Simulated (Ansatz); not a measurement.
# What a change does: geometry relaxation on TaN

System: TaN (8 atoms in the cell).
Method of run A: DFT PBE, scalar-relativistic, plane waves, PAW, no spin polarisation (Ansatz 0.2.0).

The structure was built on a prototype by a generator; it need not be a known phase. Text and figures count atoms from 1; the logs count them from 0 in places.

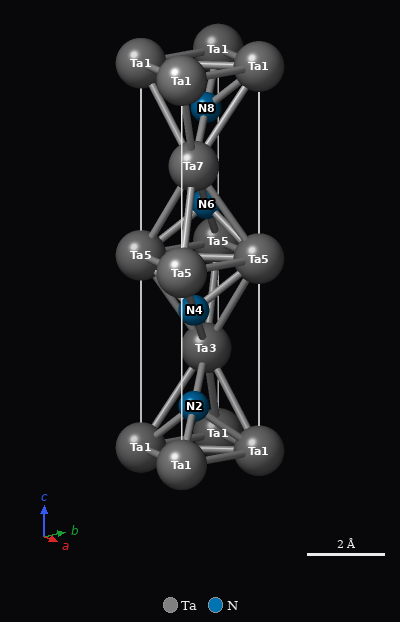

Fig. 1: The input geometry (ball-and-stick view of the cell of the calculation, seen slightly off an axis; atoms are numbered from 1 in the order of the input).

**The input, run A**
```yaml
crystal:
  lattice:
    - [3.1298722657, 0.0, 0.0]
    - [-1.5649361328, 2.7105488927, 0.0]
    - [0.0, 0.0, 10.1581737336]
  atoms:
    - { symbol: Ta, position: [0.0, 0.0, 0.0] }
    - { symbol: "N", position: [0.6666666667, 0.3333333333, 0.125] }
    - { symbol: Ta, position: [0.3333333333, 0.6666666667, 0.25] }
    - { symbol: "N", position: [0.6666666667, 0.3333333333, 0.375] }
    - { symbol: Ta, position: [0.0, 0.0, 0.5] }
    - { symbol: "N", position: [0.3333333333, 0.6666666667, 0.625] }
    - { symbol: Ta, position: [0.6666666667, 0.3333333333, 0.75] }
    - { symbol: "N", position: [0.3333333333, 0.6666666667, 0.875] }
basis:
  ecutwfc: 420
kpoints:
  mp_grid: { grid: [12, 12, 5] }
hamiltonian:
  xc: pbe
scf:
  occupations: { method: gaussian, width: 0.1 }
output:
  forces: true
  stress: true
  eigenvalues: true
  populations: true
relax:
  adjacent_minimum: "off"
  f_tol: 0.01
  max_steps: 45
  cell: { stress_tol: 0.05 }
```

Command:
```bash
ansatz run input.yaml --threads 1 --pin off --max-ram 2560MiB --backend cpu --events-out ev --progress --plain --runs-dir out
```

Hardware: 1 thread of Arm Neoverse V2, 24 GiB of memory available, shared host.

**Output, shortened to warnings, some set-up lines, iterations and results (run A)**
```
Basis set: ecut = 420 eV, 1653 PW (Γ), exchange–correlation on 48×48×144 points (8 copies of the dense FFT grid, shifted against one another)
Symmetry: 24 space group operations
k-points: 57 of 720
Initial density: superposition of atomic densities (neutral atoms: chi_scale 0, normalization atom), corrected by the library's trained network
[...]
SCF iter   1: F=—  HF=-41271.494026 eV  |F-HF|=—  |Δ(HF+E_count)|=         —  Δρ=9.27e-3  dr2=8.46e-2  ethr=1.77e-3  ⟨swp⟩=5.2  Hψ=9609  notcnv=0
SCF iter   2: F=—  HF=-41271.481066 eV  |F-HF|=—  |Δ(HF+E_count)|=   1.30e-2  Δρ=5.04e-3  dr2=2.62e-2  ethr=1.18e-4  ⟨swp⟩=1.1  Hψ=2968  notcnv=0  defer=1
SCF iter   3: F=—  HF=-41271.476068 eV  |F-HF|=—  |Δ(HF+E_count)|=   5.00e-3  Δρ=7.33e-4  dr2=3.85e-4  ethr=3.64e-5  ⟨swp⟩=2.0  Hψ=3158  notcnv=0  defer=1
SCF iter   4: F=—  HF=-41271.476026 eV  |F-HF|=—  |Δ(HF+E_count)|=   4.15e-5  Δρ=1.96e-4  dr2=3.25e-5  ethr=5.35e-7  ⟨swp⟩=2.0  Hψ=3519  notcnv=0  defer=1
SCF iter   5: F=—  HF=-41271.476097 eV  |F-HF|=—  |Δ(HF+E_count)|=   7.14e-5  Δρ=4.24e-5  dr2=1.64e-6  ethr=4.52e-8  ⟨swp⟩=2.0  Hψ=3516  notcnv=0  defer=4
[... 72 lines ...]
SCF iter   6: F=-41272.178707 eV  HF=-41272.178707 eV  |F-HF|=0.00e0  |Δ(HF+E_count)|=    0.00e0  Δρ=1.05e-8  dr2=8.18e-14  ethr=1.00e-12  ⟨swp⟩=1.0  Hψ=2508  notcnv=0
SCF iter   7: F=-41272.178707 eV  HF=-41272.178707 eV  |F-HF|=7.28e-12  |Δ(HF+E_count)|=  7.28e-12  Δρ=3.10e-9  dr2=8.71e-15  ethr=1.00e-12  ⟨swp⟩=1.0  Hψ=2508  notcnv=0
SCF iter   8: F=-41272.178707 eV  HF=-41272.178707 eV  |F-HF|=7.28e-12  |Δ(HF+E_count)|=  7.28e-12  Δρ=7.60e-10  dr2=3.22e-16  ethr=1.00e-12  ⟨swp⟩=1.6  Hψ=5439  notcnv=0
SCF 10 converged in 8 iterations: F = -41272.178707 eV  dr2 = 3.22e-16
relax step  10: F+E_penalty+E_count = -41272.17870738 eV  Δ(F+E_penalty+E_count) = -2.734e-4 eV  max|allowed force component| = 6.305e-5 eV/Å  Δτ_max = 0.0000 Å  P = +0.004 …
basis re-selected at this cell: Δ(F+E_penalty+E_count) = -2.734e-4 eV, ΔP = +0.004 GPa vs the last step (what re-selecting the basis moved, of the pressure what is left beyond the Pulay correction that the steps carried, after the strain that the cell walked since its last selection, with what the …
SCF converged after 8 iterations
Free energy (F): -41272.178707 eV
Harris-Foulkes:  -41272.178707 eV  (|F-HF|=7.28e-12)
Internal energy: -41272.162491 eV  (E = F + TS)
E sigma→0 (E₀):  -41272.170599 eV
Entropy (-TS):   -0.016217 eV (-2.027 meV/atom)
Fermi energy:    20.975529 eV
--- Per-component energies (eV) ---
  E_band       = -199.827755
  E_kinetic    = 2000.433716
  E_local      = -2376.289491  (includes V_loc(G=0)·N_el)
  E_nonlocal   = 239.217487
  E_hartree    = 798.361918
  E_xc         = -1119.662529
  E_vxc        = -1129.426168  (∫ρ·V_xc dr)
  E_paw        = -34096.902463  (= ΣΔE_a)
  E_vpaw       = -530.488057  (= ΣTr[D̂ρ^β])
  E_aug_tail   = 0.000923  (compensation charges beyond the density's cutoff)
  E_ewald      = -6717.322051
  E_smearing   = -0.016217  (= −TS)
  E_closure    = 0.000000  (closes the sum)
  Σ components = -41272.178707   (vs F -41272.178707, Δ=0.00e0)
--- Forces (eV/Å), atoms counted from 1 ---
  atom   1  Ta     0.00000000    -0.00000000    -0.00000000
  atom   2  N      0.00000000    -0.00000000     0.00006305
  atom   3  Ta     0.00000000     0.00000000     0.00000000
  atom   4  N      0.00000000    -0.00000000    -0.00006305
  atom   5  Ta     0.00000000    -0.00000000     0.00000000
  atom   6  N     -0.00000000     0.00000000     0.00006305
  atom   7  Ta    -0.00000000     0.00000000    -0.00000000
  atom   8  N     -0.00000000     0.00000000    -0.00006305
  max |Σ_I F_I| component: 2.54e-17 eV/Å
--- Stress (GPa, compression-positive) ---
       -0.005363       0.000000      -0.000000
        0.000000      -0.005363      -0.000000
       -0.000000      -0.000000       0.023919
  P = ⅓ Tr σ = 0.0044 GPa (0.044 kbar)
--- Relaxed structure (8 steps of the walk, 8 accepted, 2 SCFs on fresh bases) ---
  F+E_penalty+E_count = -41272.17870738 eV   max|allowed force component| = 6.305e-5 eV/Å   (the final SCF, on the basis selected at the relaxed cell)
  cell:  # Å, volume = 86.2653 Å³
    - [2.9825905747298553, -2.7509075455809146e-11, -2.1835036232138776e-33]
[...]
```

For run B the input was changed thus:
```diff
-  ecutwfc: 420
+  ecutwfc: "600 eV"
-  populations: true
```

Predict how the results change.

The free energy of run B is 2.7 meV per atom lower, which measures how much it depends on this numerical setting. More plane waves can only lower the energy of a fixed Hamiltonian, so the higher cutoff gives the lower value. The SCF takes 50 iterations over all geometry steps against 62. On the same kind of shared host run B took about 1.5 times as long.

**Output, shortened to warnings, some set-up lines, iterations and results (run B)**
```
Basis set: ecut = 600 eV, 2885 PW (Γ), exchange–correlation on 54×54×180 points (8 copies of the dense FFT grid, shifted against one another)
Symmetry: 24 space group operations
k-points: 57 of 720
Initial density: superposition of atomic densities (neutral atoms: chi_scale 0, normalization atom), corrected by the library's trained network
[...]
SCF iter   1: F=—  HF=-41271.516706 eV  |F-HF|=—  |Δ(HF+E_count)|=         —  Δρ=9.27e-3  dr2=8.44e-2  ethr=1.77e-3  ⟨swp⟩=5.4  Hψ=9616  notcnv=0
SCF iter   2: F=—  HF=-41271.503688 eV  |F-HF|=—  |Δ(HF+E_count)|=   1.30e-2  Δρ=5.04e-3  dr2=2.62e-2  ethr=1.17e-4  ⟨swp⟩=1.1  Hψ=2970  notcnv=0  defer=1
SCF iter   3: F=—  HF=-41271.498650 eV  |F-HF|=—  |Δ(HF+E_count)|=   5.04e-3  Δρ=7.26e-4  dr2=3.75e-4  ethr=3.64e-5  ⟨swp⟩=2.0  Hψ=3148  notcnv=0  defer=1
SCF iter   4: F=—  HF=-41271.498615 eV  |F-HF|=—  |Δ(HF+E_count)|=   3.51e-5  Δρ=1.94e-4  dr2=3.28e-5  ethr=5.21e-7  ⟨swp⟩=2.0  Hψ=3527  notcnv=0  defer=1
SCF iter   5: F=—  HF=-41271.498608 eV  |F-HF|=—  |Δ(HF+E_count)|=   6.11e-6  Δρ=4.30e-5  dr2=1.65e-6  ethr=4.56e-8  ⟨swp⟩=2.0  Hψ=3584  notcnv=0  defer=5
[... 56 lines ...]
SCF iter   6: F=-41272.200393 eV  HF=-41272.200393 eV  |F-HF|=2.18e-11  |Δ(HF+E_count)|=  7.28e-12  Δρ=1.62e-8  dr2=2.85e-13  ethr=1.00e-12  ⟨swp⟩=1.0  Hψ=2508  notcnv=0
SCF iter   7: F=-41272.200393 eV  HF=-41272.200393 eV  |F-HF|=0.00e0  |Δ(HF+E_count)|=  7.28e-12  Δρ=8.82e-9  dr2=6.40e-14  ethr=1.00e-12  ⟨swp⟩=1.0  Hψ=2508  notcnv=0
SCF iter   8: F=-41272.200393 eV  HF=-41272.200393 eV  |F-HF|=0.00e0  |Δ(HF+E_count)|=    0.00e0  Δρ=1.75e-9  dr2=1.81e-15  ethr=1.00e-12  ⟨swp⟩=2.1  Hψ=5639  notcnv=0
SCF 8 converged in 8 iterations: F = -41272.200393 eV  dr2 = 1.81e-15
relax step   8: F+E_penalty+E_count = -41272.20039262 eV  Δ(F+E_penalty+E_count) = -1.331e-4 eV  max|allowed force component| = 1.266e-4 eV/Å  Δτ_max = 0.0000 Å  P = -0.001 …
basis re-selected at this cell: Δ(F+E_penalty+E_count) = -1.331e-4 eV, ΔP = -0.004 GPa vs the last step (what re-selecting the basis moved, of the pressure what is left beyond the Pulay correction that the steps carried, after the strain that the cell walked since its last selection, with what the …
SCF converged after 8 iterations
Free energy (F): -41272.200393 eV
Harris-Foulkes:  -41272.200393 eV  (|F-HF|=0.00e0)
Internal energy: -41272.184169 eV  (E = F + TS)
E sigma→0 (E₀):  -41272.192281 eV
Entropy (-TS):   -0.016224 eV (-2.028 meV/atom)
Fermi energy:    20.975371 eV
--- Per-component energies (eV) ---
  E_band       = -199.813040
  E_kinetic    = 2000.085241
  E_local      = -2376.291468  (includes V_loc(G=0)·N_el)
  E_nonlocal   = 239.574288
  E_hartree    = 798.362514
  E_xc         = -1119.561340
  E_vxc        = -1129.298047  (∫ρ·V_xc dr)
  E_paw        = -34097.020729  (= ΣΔE_a)
  E_vpaw       = -530.608194  (= ΣTr[D̂ρ^β])
  E_aug_tail   = 0.000114  (compensation charges beyond the density's cutoff)
  E_ewald      = -6717.332788
  E_smearing   = -0.016224  (= −TS)
  E_closure    = 0.000000  (closes the sum)
  Σ components = -41272.200393   (vs F -41272.200393, Δ=0.00e0)
--- Forces (eV/Å), atoms counted from 1 ---
  atom   1  Ta     0.00000000    -0.00000000     0.00000000
  atom   2  N      0.00000000    -0.00000000    -0.00012658
  atom   3  Ta    -0.00000000     0.00000000     0.00000000
  atom   4  N     -0.00000000    -0.00000000     0.00012658
  atom   5  Ta    -0.00000000    -0.00000000    -0.00000000
  atom   6  N      0.00000000    -0.00000000    -0.00012658
  atom   7  Ta     0.00000000    -0.00000000    -0.00000000
  atom   8  N      0.00000000    -0.00000000     0.00012658
  max |Σ_I F_I| component: 3.70e-17 eV/Å
--- Stress (GPa, compression-positive) ---
       -0.002171       0.000000       0.000000
        0.000000      -0.002171       0.000000
        0.000000       0.000000       0.000043
  P = ⅓ Tr σ = -0.0014 GPa (-0.014 kbar)
--- Relaxed structure (7 steps of the walk, 7 accepted, 1 SCFs on fresh bases) ---
[...]
```

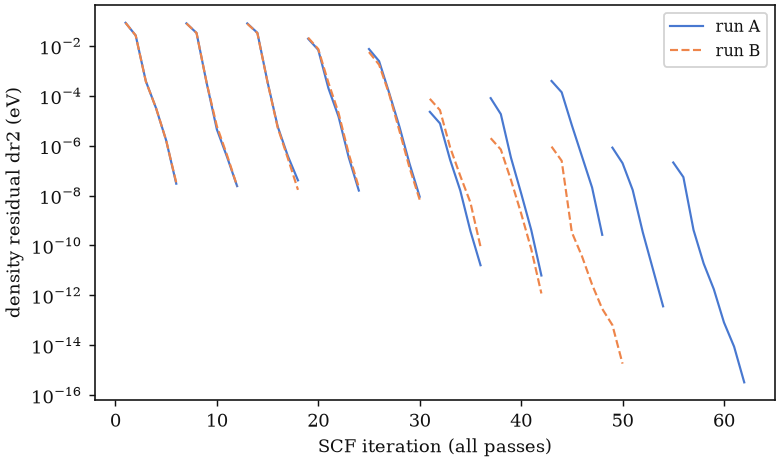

Fig. 2: Convergence of the two runs: density residual dr2 against the SCF iteration. A break in a curve parts two SCF passes. Run A takes 62 iterations in all, and run B takes 50.

**The two runs side by side**

| quantity | run A | run B |
| --- | --- | --- |
| outcome | converged | converged |
| free energy per atom (eV) | −5159.0223 | −5159.0250 |
| energy per atom, smearing taken to zero (eV) | −5159.0213 | −5159.0240 |
| gap on the mesh (eV) | 0.00 | 0.00 |
| pressure (GPa) | 0.00 | 0.00 |
| largest force (eV/Å) | 0.000 | 0.000 |
| SCF iterations | 62 | 50 |
| irreducible k-points | 57 | 57 |
| wall time (shared host) | 95 s | 2.3 min |

For both runs: Spin–orbit coupling is left out, which matters for Ta.
